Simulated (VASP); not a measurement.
# Geometry relaxation of K (part 2 of 2)

Continued. System: K (Im-3m, 1 atom in the cell). Method: Kohn-Sham DFT of a periodic cell, PBE, VASP PAW PBE potentials, recommended, no spin polarisation (VASP 6.6.1); cutoff 600 eV, 10×10×10 k-mesh, methfessel-paxton of 0.1 eV. The structure derives from an entry of the Crystallography Open Database.

Geometry of the input (Å; fractional positions):
```
-2.6388  2.6388  2.6388
2.6388  -2.6388  2.6388
2.6388  2.6388  -2.6388
K  0.0000  0.0000  0.0000
```

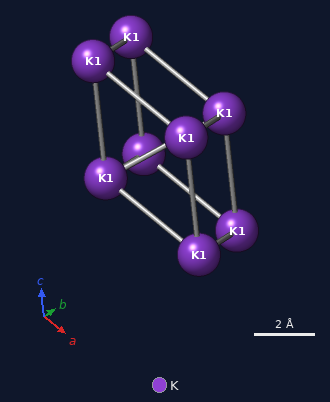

Figure 1. The geometry at step 1 of the log (ball-and-stick view of the cell of the calculation, seen slightly off an axis; atoms are numbered from 1 in the order of the input).

**Parts of OUTCAR, continued**
```
--------------------------------------- Ionic step        1  -------------------------------------------

 number of electron       8.9999999 magnetization

 Free energy of the ion-electron system (eV)
  ---------------------------------------------------
  ext. energy  EPLUGINS =         0.00000000
  ---------------------------------------------------
  free energy    TOTEN  =        -1.04423733 eV

  energy without entropy =       -1.04319322  energy(sigma->0) =       -1.04388930

------------------------ aborting loop because EDIFF is reached ----------------------------------------

  FORCE on cell =-STRESS in cart. coord.  units (eV):
  Direction    XX          YY          ZZ          XY          YZ          ZX
  --------------------------------------------------------------------------------------
  -------------------------------------------------------------------------------------
  Total        0.0064387      0.0064387      0.0064387      0.0000000      0.0000000     -0.0000000
  in kB        0.1403482      0.1403482      0.1403482      0.0000000      0.0000000     -0.0000000
  external PRESSURE =       0.1403482 kB  Pullay stress =       0.0000000 kB

 VOLUME and BASIS-vectors are now :
 -----------------------------------------------------------------------------
  energy-cutoff  :      600.00
  volume of cell :       73.50
      direct lattice vectors                 reciprocal lattice vectors
    -2.638848756  2.638848756  2.638848756     0.000000000  0.189476566  0.189476566
     2.638848756 -2.638848756  2.638848756     0.189476566  0.000000000  0.189476566
     2.638848756  2.638848756 -2.638848756     0.189476566  0.189476566  0.000000000

 POSITION                                       TOTAL-FORCE (eV/Angst)
 -----------------------------------------------------------------------------------
      0.00000      0.00000      0.00000         0.000000     -0.000000     -0.000000
 -----------------------------------------------------------------------------------
    total drift:                                0.000000      0.000000     -0.000000

  FREE ENERGIE OF THE ION-ELECTRON SYSTEM (eV)
  ---------------------------------------------------
  free  energy   TOTEN  =        -1.0442373342 eV

  energy  without entropy=       -1.0431932179  energy(sigma->0) =       -1.04388930

--------------------------------------- Ionic step        2  -------------------------------------------

 number of electron       8.9999999 magnetization

------------------------ aborting loop because EDIFF is reached ----------------------------------------

  FORCE on cell =-STRESS in cart. coord.  units (eV):
  Direction    XX          YY          ZZ          XY          YZ          ZX
  --------------------------------------------------------------------------------------
  -------------------------------------------------------------------------------------
  Total        0.0051097      0.0051097      0.0051097      0.0000000     -0.0000000      0.0000000
  in kB        0.1112754      0.1112754      0.1112754      0.0000000     -0.0000000      0.0000000
  external PRESSURE =       0.1112754 kB  Pullay stress =       0.0000000 kB

 VOLUME and BASIS-vectors are now :
 -----------------------------------------------------------------------------
  energy-cutoff  :      600.00
  volume of cell :       73.57
      direct lattice vectors                 reciprocal lattice vectors
    -2.639668438  2.639668438  2.639668438     0.000000000  0.189417729  0.189417729
     2.639668438 -2.639668438  2.639668438     0.189417729  0.000000000  0.189417729
     2.639668438  2.639668438 -2.639668438     0.189417729  0.189417729  0.000000000

 POSITION                                       TOTAL-FORCE (eV/Angst)
 -----------------------------------------------------------------------------------
     -2.63967      2.63967      2.63967        -0.000000      0.000000      0.000000
 -----------------------------------------------------------------------------------
    total drift:                               -0.000000     -0.000000      0.000000

  FREE ENERGIE OF THE ION-ELECTRON SYSTEM (eV)
  ---------------------------------------------------
  free  energy   TOTEN  =        -1.0442427031 eV

  energy  without entropy=       -1.0431988763  energy(sigma->0) =       -1.04389476

--------------------------------------- Ionic step        3  -------------------------------------------

 number of electron       8.9999999 magnetization

 Free energy of the ion-electron system (eV)
  ---------------------------------------------------
  ext. energy  EPLUGINS =         0.00000000
  ---------------------------------------------------
  free energy    TOTEN  =        -1.04425039 eV

  energy without entropy =       -1.04320751  energy(sigma->0) =       -1.04390276

 E-fermi :  -0.1299     XC(G=0):  -5.6442     alpha+bet : -3.4080

 val. band max:       -0.1359914433   @ k =   0.3000   0.2000   0.0000
 cond. band min:      -0.0411885664   @ k =  -0.4000   0.4000   0.2000
 fundamental gap:      0.0948028770
 Fermi energy:        -0.1299344275

 k-point     1 :       0.0000    0.0000    0.0000
  band No.  band energies     occupation
      1     -32.2603      2.00000
      2     -15.7104      2.00000
      3     -15.7104      2.00000
      4     -15.7104      2.00000
      5      -2.2789      2.00000
      6       4.1643      0.00000
      7       4.1643      0.00000
      8       4.1643      0.00000

 k-point     2 :       0.1000    0.0000    0.0000
  band No.  band energies     occupation
      1     -32.2599      2.00000
      2     -15.7169      2.00000
      3     -15.7126      2.00000
      4     -15.7104      2.00000
      5      -2.1550      2.00000
      6       3.9651      0.00000
      7       4.0058      0.00000
      8       4.2627      0.00000

 k-point     3 :       0.2000    0.0000    0.0000
  band No.  band energies     occupation
      1     -32.2589      2.00000
      2     -15.7338      2.00000
      3     -15.7183      2.00000
      4     -15.7104      2.00000
      5      -1.7912      2.00000
      6       3.2547      0.00000
      7       3.6667      0.00000
      8       4.5538      0.00000

 k-point     4 :       0.3000    0.0000    0.0000
  band No.  band energies     occupation
      1     -32.2576      2.00000
      2     -15.7544      2.00000
      3     -15.7252      2.00000
      4     -15.7104      2.00000
      5      -1.2108      2.00000
      6       2.3415      0.00000
      7       3.3373      0.00000
      8       4.9185      0.00000

 k-point     5 :       0.4000    0.0000    0.0000
  band No.  band energies     occupation
      1     -32.2566      2.00000
      2     -15.7709      2.00000
      3     -15.7309      2.00000
      4     -15.7103      2.00000
      5      -0.4541      2.00005
      6       1.3938     -0.00000
      7       3.1148      0.00000
      8       4.8282      0.00000

 [... the levels of 18 k-points are left out ...]

 k-point    24 :      -0.3000    0.3000    0.1000
  band No.  band energies     occupation
      1     -32.2573      2.00000
      2     -15.7535      2.00000
      3     -15.7276      2.00000
      4     -15.7154      2.00000
      5      -1.0972      2.00000
      6       2.3925      0.00000
      7       3.3453      0.00000
      8       4.2282      0.00000

 [... further k-points ...]

------------------------ aborting loop because EDIFF is reached ----------------------------------------

  FORCE on cell =-STRESS in cart. coord.  units (eV):
  Direction    XX          YY          ZZ          XY          YZ          ZX
  --------------------------------------------------------------------------------------
  -------------------------------------------------------------------------------------
  Total        0.0003119      0.0003119      0.0003119     -0.0000000     -0.0000000     -0.0000000
  in kB        0.0067724      0.0067724      0.0067724     -0.0000000     -0.0000000     -0.0000000
  external PRESSURE =       0.0067724 kB  Pullay stress =       0.0000000 kB

 VOLUME and BASIS-vectors are now :
 -----------------------------------------------------------------------------
  energy-cutoff  :      600.00
  volume of cell :       73.78
      direct lattice vectors                 reciprocal lattice vectors
    -2.642127485  2.642127485  2.642127485     0.000000000  0.189241436  0.189241436
     2.642127485 -2.642127485  2.642127485     0.189241436  0.000000000  0.189241436
     2.642127485  2.642127485 -2.642127485     0.189241436  0.189241436  0.000000000

 POSITION                                       TOTAL-FORCE (eV/Angst)
 -----------------------------------------------------------------------------------
      0.00000      0.00000     -0.00000        -0.000000     -0.000000     -0.000000
 -----------------------------------------------------------------------------------
    total drift:                                0.000000     -0.000000     -0.000000

  FREE ENERGIE OF THE ION-ELECTRON SYSTEM (eV)
  ---------------------------------------------------
  free  energy   TOTEN  =        -1.0442503927 eV

  energy  without entropy=       -1.0432075079  energy(sigma->0) =       -1.04390276

 reached required accuracy - stopping structural energy minimisation
```

**CONTCAR**
```
K
   1.00000000000000
    -2.6421274848129856    2.6421274848129856    2.6421274848129856
     2.6421274848129856   -2.6421274848129856    2.6421274848129856
     2.6421274848129856    2.6421274848129856   -2.6421274848129856
  K
     1
Direct
     0.0000000000000000    0.0000000000000000    0.0000000000000000

  0.00000000E+00  0.00000000E+00  0.00000000E+00
```

**Trajectory as extended XYZ (Å, eV, eV/Å), 3 frames, from step=0 to step=2**
```
1
Lattice="-2.6388 2.6388 2.6388 2.6388 -2.6388 2.6388 2.6388 2.6388 -2.6388" Properties=species:S:1:pos:R:3:forces:R:3 step=0 energy=-1.04424
K     0.0000    0.0000    0.0000    0.0000   0.0000   0.0000
1
Lattice="-2.6397 2.6397 2.6397 2.6397 -2.6397 2.6397 2.6397 2.6397 -2.6397" Properties=species:S:1:pos:R:3:forces:R:3 step=1 energy=-1.04424
K    -2.6397    2.6397    2.6397    0.0000   0.0000   0.0000
1
Lattice="-2.6421 2.6421 2.6421 2.6421 -2.6421 2.6421 2.6421 2.6421 -2.6421" Properties=species:S:1:pos:R:3:forces:R:3 step=2 energy=-1.04425
K     0.0000    0.0000    0.0000    0.0000   0.0000   0.0000
```

**Key numbers**

```tsv
quantity	value
outcome	converged
space group (tolerance 0.01 Å)	Im-3m (229)
electrons treated	9
free energy	−1.0443 eV
Fermi energy	−0.130 eV
gap on the k-point mesh	none (metallic)
pressure	0.00 GPa
final volume	73.78 Å³
largest force (length of the vector) at the end	under 0.001 eV/Å
final cell	a = 4.576 Å, b = 4.576 Å, c = 4.576 Å, α = 109.47°, β = 109.47°, γ = 109.47°
wall time	21 s (CPU time 41 s)
peak memory	0.24 GiB
```
